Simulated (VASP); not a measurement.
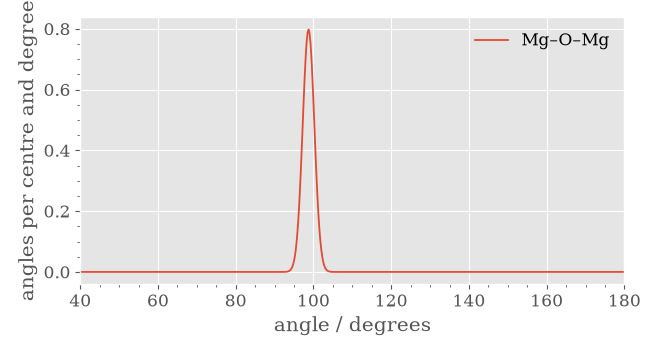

Bond-angle distributions computed from the structure of MgO2; each angle is a Gaussian of σ = 1.5°. Bonds counted: Mg–O up to 2.53 Å. Structure used: the end point of a relaxation with VASP Kohn-Sham DFT of a periodic cell, HSE06, VASP PAW PBE potentials, recommended in VASP.

Give the groups of angles for each curve.

Answer. Mg–O–Mg: 99° (3 per centre)

The structure has space group R-3m (No. 166); other forms of this composition would give other results.
